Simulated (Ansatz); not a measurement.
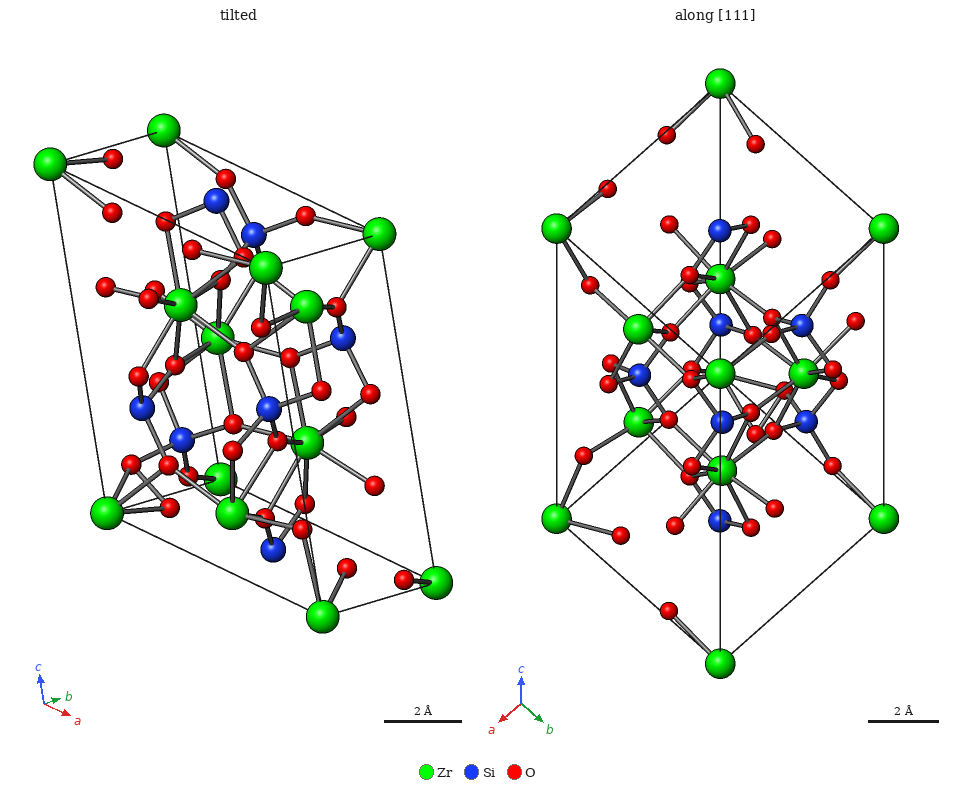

A ball-and-stick rendering, viewed slightly off an axis and along [111]. Lines trace the edges of the simulation cell. Cell: a = 6.678 Å, b = 6.678 Å, c = 10.195 Å, α = 109.12°, β = 109.12°, γ = 90.00°.

Description:

Composition: Zr6Si6O25. Its symmetry is the lowest possible, P1. It has 37 atoms to the cell (6 Zr, 6 Si, 25 O).

Its origin is a structure listed in the Materials Project, repeated into a supercell with a point defect put in. The atoms were relaxed in a fixed cell with DFT PBE, scalar-relativistic, plane waves, PAW in Ansatz 0.2.0.
